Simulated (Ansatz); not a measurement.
## Geometry relaxation, with input and output: InSe (part 2 of 2)

Continued. System: InSe (P6₃/mmc, 8 atoms in the cell). Method: DFT PBE, scalar-relativistic, plane waves, PAW, no spin polarisation (Ansatz 0.2.0); cutoff 420 eV, 12×12×2 k-mesh, Gaussian smearing of 0.02 eV. The structure was made by a generator, so it may or may not be a known phase.

Geometry of the input (Å; fractional positions):
```
4.0362  0.0000  0.0000
-2.0181  3.4955  0.0000
0.0000  0.0000  18.0261
In 0.3333  0.6667  0.1725
In 0.6667  0.3333  0.6725
In 0.3333  0.6667  0.3275
In 0.6667  0.3333  0.8275
Se 0.3333  0.6667  0.6023
Se 0.6667  0.3333  0.1023
Se 0.3333  0.6667  0.8977
Se 0.6667  0.3333  0.3977
```

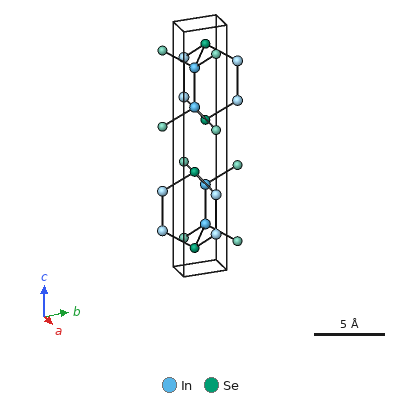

The geometry at step 2 of the log (ball-and-stick view of the cell of the calculation, seen slightly off an axis; neighbours outside the cell are drawn fainter).

**What the program printed, continued**
```
SCF iter   1: F=—  HF=-44271.889639 eV  |F-HF|=—  |Δ(HF+E_count)|=         —  Δρ=5.74e-4  dr2=4.50e-4  ethr=4.85e-7  ⟨swp⟩=3.3  Hψ=12798  notcnv=0  defer=1
preconditioner: auto → Resta (q_TF=auto, 2.394 Å⁻¹)  ε∞=3.2  [insulator: Δε(μ)=0.536 eV  Ē_g=13.814 eV  σ=0.020 eV  W_gap=1.00  n_scr=66 (ndim 8)  ℏωp=20.3 eV  f_vac=0.138  D(μ)=0.00/eV (n_scr^D=0)  ε∞_Penn≈3.2]
SCF iter   2: F=—  HF=-44271.889529 eV  |F-HF|=—  |Δ(HF+E_count)|=   1.10e-4  Δρ=2.52e-4  dr2=6.69e-5  ethr=3.88e-7  ⟨swp⟩=2.0  Hψ=3431  notcnv=0  defer=1
SCF iter   3: F=—  HF=-44271.889546 eV  |F-HF|=—  |Δ(HF+E_count)|=   1.73e-5  Δρ=5.33e-5  dr2=5.64e-6  ethr=5.76e-8  ⟨swp⟩=2.0  Hψ=4552  notcnv=0  defer=1
SCF iter   4: F=—  HF=-44271.889549 eV  |F-HF|=—  |Δ(HF+E_count)|=   2.59e-6  Δρ=1.42e-5  dr2=1.01e-6  ethr=4.86e-9  ⟨swp⟩=2.0  Hψ=3184  notcnv=0  defer=1
SCF iter   5: F=-44271.889549 eV  HF=-44271.889549 eV  |F-HF|=2.19e-8  |Δ(HF+E_count)|=   1.50e-7  Δρ=4.18e-6  dr2=6.81e-8  ethr=7.76e-11  ⟨swp⟩=7.7  Hψ=19061  notcnv=0
SCF 4 converged in 5 iterations: F = -44271.889549 eV  dr2 = 6.81e-8
  greatest PAW one-centre occupation: 1.000 electrons in one spin orbital (limit 2), on the Se atom at site 6 (counted from 0), in its partial waves of l = 2
relax step   4: F+E_penalty+E_count = -44271.88954885 eV  Δ(F+E_penalty+E_count) = -1.108e-3 eV  max|allowed force component| = 7.235e-3 eV/Å  Δτ_max = 0.0064 Å  P = +0.377 GPa  Ω = 254.322 Å³  energy of the carried Pulay correction = -7.251e-18 eV  fix = [volume]  reactions: volume +0.377 GPa  (5 SCF iters, dr2 threshold 9.00e-8 eV, accepted)
Basis set: ecut = 420 eV, 4943 PW (Γ), exchange–correlation on 60×60×240 points (8 copies of the dense FFT grid, shifted against one another)
Initial wavefunctions: pseudopotential atomic-orbital guess (no wavefunctions were taken with the density)
iter 1 solved again at ethr=1.43e-7 eV; its pass at ethr=3.10e-3 eV (dr2=1.66e-4 eV) is discarded
SCF iter   1: F=—  HF=-44271.885190 eV  |F-HF|=—  |Δ(HF+E_count)|=         —  Δρ=1.97e-4  dr2=2.68e-6  ethr=1.43e-7  ⟨swp⟩=3.1  Hψ=17311  notcnv=0
preconditioner: auto → Resta (q_TF=auto, 2.394 Å⁻¹)  ε∞=3.2  [insulator: Δε(μ)=0.539 eV  Ē_g=13.813 eV  σ=0.020 eV  W_gap=1.00  n_scr=66 (ndim 8)  ℏωp=20.3 eV  f_vac=0.139  D(μ)=0.00/eV (n_scr^D=0)  ε∞_Penn≈3.2]
SCF iter   2: F=—  HF=-44271.888437 eV  |F-HF|=—  |Δ(HF+E_count)|=   3.25e-3  Δρ=9.94e-5  dr2=5.83e-7  ethr=2.31e-9  ⟨swp⟩=2.3  Hψ=3478  notcnv=0
SCF iter   3: F=—  HF=-44271.889547 eV  |F-HF|=—  |Δ(HF+E_count)|=   1.11e-3  Δρ=1.40e-5  dr2=2.77e-8  ethr=5.02e-10  ⟨swp⟩=3.2  Hψ=4632  notcnv=0
SCF iter   4: F=—  HF=-44271.889569 eV  |F-HF|=—  |Δ(HF+E_count)|=   2.18e-5  Δρ=1.53e-6  dr2=5.04e-9  ethr=2.39e-11  ⟨swp⟩=2.0  Hψ=4864  notcnv=0
SCF iter   5: F=—  HF=-44271.889569 eV  |F-HF|=—  |Δ(HF+E_count)|=   1.76e-7  Δρ=4.32e-7  dr2=8.85e-10  ethr=4.34e-12  ⟨swp⟩=3.0  Hψ=4864  notcnv=0
SCF iter   6: F=-44271.889569 eV  HF=-44271.889569 eV  |F-HF|=2.47e-10  |Δ(HF+E_count)|=   6.46e-9  Δρ=1.71e-7  dr2=1.70e-10  ethr=1.00e-12  ⟨swp⟩=6.0  Hψ=11451  notcnv=0
SCF 5 converged in 6 iterations: F = -44271.889569 eV  dr2 = 1.70e-10
relax step   5: F+E_penalty+E_count = -44271.88956922 eV  Δ(F+E_penalty+E_count) = -2.037e-5 eV  max|allowed force component| = 7.205e-3 eV/Å  Δτ_max = 0.0000 Å  P = +0.375 GPa  Ω = 254.322 Å³  fix = [volume]  reactions: volume +0.375 GPa  stress off target by 5.69e-2 GPa on what of the cell is left free  SCF on the basis re-selected at this cell (its energy is not comparable with the rows above)  (6 SCF iters)
basis re-selected at this cell: Δ(F+E_penalty+E_count) = -2.037e-5 eV, ΔP = -0.001 GPa vs the last step (what re-selecting the basis moved, of the pressure what is left beyond the Pulay correction that the steps carried, after the strain that the cell walked since its last selection, with what the two solves' SCF thresholds leave and, on support functions, any second-order correction that the steps lacked; it is no measure of the basis error at this ecutwfc). The dense FFT grid was sized anew with the basis: this SCF ran on 30×30×120 points, the steps before it on 27×27×125, so part of this shift can come from that change (see relax.cell in the input reference). This SCF's stress stands 5.69e-2 GPa from its target on what of the cell is left free (relax.cell.stress_tol is 1.00e-1 GPa) and its largest allowed force component is 7.20e-3 eV/Å (relax.f_tol is 1.00e-2 eV/Å): within both
SCF converged after 6 iterations
Free energy (F): -44271.889569 eV
Harris-Foulkes:  -44271.889569 eV  (|F-HF|=2.47e-10)
Internal energy: -44271.889569 eV  (E = F + TS)
E sigma→0 (E₀):  -44271.889569 eV
Fermi energy:    6.355567 eV
--- Per-component energies (eV) ---
  E_band       = -1934.460322
  E_kinetic    = 1441.943594
  E_local      = -16595.663286  (includes V_loc(G=0)·N_el)
  E_nonlocal   = -914.032398
  E_hartree    = 7629.399318
  E_xc         = -1275.776898
  E_vxc        = -786.684364  (∫ρ·V_xc dr)
  E_paw        = -24265.590505  (= ΣΔE_a)
  E_vpaw       = -338.821307  (= ΣTr[D̂ρ^β])
  E_aug_tail   = -0.002302  (compensation charges beyond the density's cutoff)
  E_ewald      = -10292.167091
  E_smearing   = -0.000000  (= −TS)
  E_closure    = 0.000000  (closes the sum)
  Σ components = -44271.889569   (vs F -44271.889569, Δ=0.00e0)
--- Forces (eV/Å), atoms counted from 1 ---
  atom   1  In    -0.00000000     0.00000000    -0.00198725
  atom   2  In     0.00000000    -0.00000000    -0.00198725
  atom   3  In    -0.00000000     0.00000000     0.00198725
  atom   4  In     0.00000000    -0.00000000     0.00198725
  atom   5  Se    -0.00000000     0.00000000     0.00720465
  atom   6  Se     0.00000000    -0.00000000     0.00720465
  atom   7  Se    -0.00000000     0.00000000    -0.00720465
  atom   8  Se     0.00000000    -0.00000000    -0.00720465
  max |Σ_I F_I| component: 1.39e-17 eV/Å
--- Stress (GPa, compression-positive) ---
        0.403879      -0.000000       0.000000
       -0.000000       0.403879       0.000000
        0.000000       0.000000       0.318505
  P = ⅓ Tr σ = 0.3754 GPa (3.754 kbar)
--- Band table (eV; the first three rows and the last of 38) ---
  k-point 0: bands = ["-41.1341", "-41.1341", "-41.1341", "-41.1341", "-41.1341", "-41.1341", "-41.1341", "-41.1341", "-41.1027", "-41.1027", "-41.1027", "-41.1027", "-41.1027", "-41.1027", "-41.1026", "-41.1026", "-41.0912", "-41.0912", "-41.0912", "-41.0912", "-8.4745", "-8.4743", "-8.3010", "-8.3010", "-8.3009", "-8.3009", "-8.2245", "-8.2245", "-8.2245", "-8.2245", "-8.2162", "-8.2162", "-8.2161", "-8.2161", "-8.0511", "-8.0511", "-8.0510", "-8.0510", "-8.0198", "-8.0182", "-6.9874", "-6.8682", "-6.8674", "-6.7426", "0.1829", "0.3690", "2.2552", "2.7893", "4.9478", "4.9478", "4.9747", "5.0187", "5.0187", "5.0347", "5.0347", "5.1078", "5.1078", "6.0865", "6.6247", "7.6005", "8.2489", "8.2740", "10.4462", "10.4462", "10.5152", "10.5152", "11.5837", "11.6630", "11.6630", "11.7993"]
  k-point 1: bands = ["-41.1341", "-41.1341", "-41.1341", "-41.1341", "-41.1341", "-41.1341", "-41.1341", "-41.1341", "-41.1027", "-41.1027", "-41.1027", "-41.1027", "-41.1027", "-41.1027", "-41.1027", "-41.1027", "-41.0912", "-41.0912", "-41.0912", "-41.0912", "-8.4743", "-8.4743", "-8.3009", "-8.3009", "-8.3009", "-8.3009", "-8.2245", "-8.2245", "-8.2245", "-8.2245", "-8.2162", "-8.2162", "-8.2162", "-8.2162", "-8.0511", "-8.0511", "-8.0511", "-8.0511", "-8.0190", "-8.0190", "-6.9528", "-6.9528", "-6.7800", "-6.7800", "0.2693", "0.2693", "2.5078", "2.5078", "4.9704", "4.9704", "4.9704", "4.9704", "5.0841", "5.0841", "5.0841", "5.0841", "5.4228", "5.4228", "7.2306", "7.2306", "8.2687", "8.2687", "10.4791", "10.4791", "10.4791", "10.4791", "11.7323", "11.7323", "11.7323", "11.7323"]
  k-point 2: bands = ["-41.1341", "-41.1341", "-41.1341", "-41.1341", "-41.1341", "-41.1341", "-41.1341", "-41.1341", "-41.1027", "-41.1027", "-41.1027", "-41.1027", "-41.1027", "-41.1027", "-41.1027", "-41.1027", "-41.0912", "-41.0912", "-41.0912", "-41.0912", "-8.4741", "-8.4739", "-8.3225", "-8.3213", "-8.2999", "-8.2998", "-8.2491", "-8.2478", "-8.2201", "-8.2200", "-8.2178", "-8.2178", "-8.2131", "-8.2131", "-8.0693", "-8.0683", "-8.0517", "-8.0516", "-7.9952", "-7.9949", "-6.9207", "-6.8050", "-6.8037", "-6.6824", "0.2225", "0.3926", "2.2688", "2.7077", "4.4814", "4.6040", "4.6114", "4.7827", "4.8612", "4.9412", "4.9560", "5.0392", "5.1990", "6.0498", "7.0948", "7.8413", "8.6119", "8.6307", "10.0541", "10.1827", "10.5227", "10.5797", "11.3027", "11.5298", "11.6692", "11.8107"]
  k-point 37: bands = ["-41.1340", "-41.1340", "-41.1340", "-41.1340", "-41.1340", "-41.1340", "-41.1340", "-41.1340", "-41.1027", "-41.1027", "-41.1027", "-41.1027", "-41.1027", "-41.1027", "-41.1027", "-41.1027", "-41.0911", "-41.0911", "-41.0911", "-41.0911", "-8.5747", "-8.5747", "-8.4865", "-8.4865", "-8.4183", "-8.4183", "-8.3176", "-8.3176", "-8.2155", "-8.2155", "-8.1817", "-8.1817", "-8.1713", "-8.1713", "-8.0821", "-8.0821", "-8.0816", "-8.0816", "-7.8936", "-7.8936", "-5.7442", "-5.7442", "-5.6876", "-5.6876", "0.1813", "0.1813", "0.9639", "0.9639", "2.4922", "2.4922", "2.8331", "2.8331", "3.8142", "3.8142", "4.1209", "4.1209", "4.6264", "4.6264", "8.1271", "8.1271", "8.5013", "8.5013", "9.6258", "9.6258", "10.6021", "10.6021", "11.7635", "11.7635", "12.6797", "12.6797"]
--- Relaxed structure (4 steps of the walk, 3 accepted, 1 SCFs on fresh bases) ---
  F+E_penalty+E_count = -44271.88956922 eV   max|allowed force component| = 7.205e-3 eV/Å   (the final SCF, on the basis selected at the relaxed cell)
  cell:  # Å, volume = 254.3217 Å³
    - [4.071810938461442, -2.9121898015381846e-11, 1.3803004396179536e-33]
    - [-2.0359054692055008, 3.526291712129525, -1.1151725293332047e-33]
    - [6.164546600350237e-33, -2.19183879123564e-33, 17.71240888582138]
  atoms:
    - { symbol: In, position: [0.33333333333333326, 0.6666666666666666, 0.17039259796339465] }
    - { symbol: In, position: [0.6666666666666665, 0.33333333333333337, 0.6703925979633945] }
    - { symbol: In, position: [0.33333333333333326, 0.6666666666666666, 0.3296074020366053] }
    - { symbol: In, position: [0.6666666666666665, 0.33333333333333337, 0.8296074020366054] }
    - { symbol: Se, position: [0.33333333333333326, 0.6666666666666666, 0.5982063134318165] }
    - { symbol: Se, position: [0.6666666666666665, 0.33333333333333337, 0.09820631343181654] }
    - { symbol: Se, position: [0.33333333333333326, 0.6666666666666666, 0.9017936865681835] }
    - { symbol: Se, position: [0.6666666666666665, 0.33333333333333337, 0.40179368656818343] }
```

**Trajectory as extended XYZ (Å, eV, eV/Å), 5 frames, from step=1 to step=5**
```
8
Lattice="4.0362 0.0000 0.0000 -2.0181 3.4955 0.0000 0.0000 0.0000 18.0261" Properties=species:S:1:pos:R:3:forces:R:3 step=1 energy=-44271.85975 pressure_GPa=1.53
In    0.0000    2.3303    3.1089    0.0000   0.0000   0.0967
In    2.0181    1.1652   12.1220    0.0000   0.0000   0.0967
In    0.0000    2.3303    5.9041    0.0000   0.0000  -0.0967
In    2.0181    1.1652   14.9172    0.0000   0.0000  -0.0967
Se    0.0000    2.3303   10.8575    0.0000   0.0000  -0.2272
Se    2.0181    1.1652    1.8444    0.0000   0.0000  -0.2272
Se    0.0000    2.3303   16.1817    0.0000   0.0000   0.2272
Se    2.0181    1.1652    7.1687    0.0000   0.0000   0.2272
8
Lattice="4.0595 0.0000 0.0000 -2.0298 3.5156 0.0000 0.0000 0.0000 17.8200" Properties=species:S:1:pos:R:3:forces:R:3 step=2 energy=-44271.84336 pressure_GPa=-0.55 accepted=F
In    0.0000    2.3438    3.0155    0.0000   0.0000  -0.0201
In    2.0298    1.1719   11.9255    0.0000   0.0000  -0.0201
In    0.0000    2.3438    5.8945    0.0000   0.0000   0.0201
In    2.0298    1.1719   14.8044    0.0000   0.0000   0.0201
Se    0.0000    2.3438   10.5955    0.0000   0.0000   0.2988
Se    2.0298    1.1719    1.6855    0.0000   0.0000   0.2988
Se    0.0000    2.3438   16.1345    0.0000   0.0000  -0.2988
Se    2.0298    1.1719    7.2245    0.0000   0.0000  -0.2988
8
Lattice="4.0627 0.0000 0.0000 -2.0313 3.5184 0.0000 0.0000 0.0000 17.7921" Properties=species:S:1:pos:R:3:forces:R:3 step=3 energy=-44271.88844 pressure_GPa=0.46
In    0.0000    2.3456    3.0374    0.0000   0.0000   0.0058
In    2.0313    1.1728   11.9334    0.0000   0.0000   0.0058
In    0.0000    2.3456    5.8587    0.0000   0.0000  -0.0058
In    2.0313    1.1728   14.7547    0.0000   0.0000  -0.0058
Se    0.0000    2.3456   10.6497    0.0000   0.0000   0.0059
Se    2.0313    1.1728    1.7536    0.0000   0.0000   0.0059
Se    0.0000    2.3456   16.0385    0.0000   0.0000  -0.0059
Se    2.0313    1.1728    7.1425    0.0000   0.0000  -0.0059
8
Lattice="4.0718 0.0000 0.0000 -2.0359 3.5263 0.0000 0.0000 0.0000 17.7124" Properties=species:S:1:pos:R:3:forces:R:3 step=4 energy=-44271.88955 pressure_GPa=0.38
In    0.0000    2.3509    3.0181    0.0000   0.0000  -0.0018
In    2.0359    1.1754   11.8743    0.0000   0.0000  -0.0018
In    0.0000    2.3509    5.8381    0.0000   0.0000   0.0018
In    2.0359    1.1754   14.6943    0.0000   0.0000   0.0018
Se    0.0000    2.3509   10.5957    0.0000   0.0000   0.0072
Se    2.0359    1.1754    1.7395    0.0000   0.0000   0.0072
Se    0.0000    2.3509   15.9729    0.0000   0.0000  -0.0072
Se    2.0359    1.1754    7.1167    0.0000   0.0000  -0.0072
8
Lattice="4.0718 0.0000 0.0000 -2.0359 3.5263 0.0000 0.0000 0.0000 17.7124" Properties=species:S:1:pos:R:3:forces:R:3 step=5 energy=-44271.88957 pressure_GPa=0.38
In    0.0000    2.3509    3.0181    0.0000   0.0000  -0.0020
In    2.0359    1.1754   11.8743    0.0000   0.0000  -0.0020
In    0.0000    2.3509    5.8381    0.0000   0.0000   0.0020
In    2.0359    1.1754   14.6943    0.0000   0.0000   0.0020
Se    0.0000    2.3509   10.5957    0.0000   0.0000   0.0072
Se    2.0359    1.1754    1.7395    0.0000   0.0000   0.0072
Se    0.0000    2.3509   15.9729    0.0000   0.0000  -0.0072
Se    2.0359    1.1754    7.1167    0.0000   0.0000  -0.0072
```

**Key numbers**

| quantity | value |
| --- | --- |
| outcome | converged |
| space group (tolerance 0.01 Å) | P6₃/mmc (194) |
| electrons treated | 116 |
| free energy | −44271.8896 eV |
| Fermi energy | 6.356 eV |
| gap on the k-point mesh | 0.54 eV |
| pressure | 0.38 GPa |
| final volume | 254.32 Å³ |
| largest force (length of the vector) at the end | 0.007 eV/Å |
| final cell | a = 4.072 Å, b = 4.072 Å, c = 17.712 Å, α = 90.00°, β = 90.00°, γ = 120.00° |
| hardware | 1 thread of Intel Xeon @ 2.90GHz (Ice Lake), 16 GiB of memory available, shared host |
| wall time | 3 min |
| peak memory | 0.86 GiB |
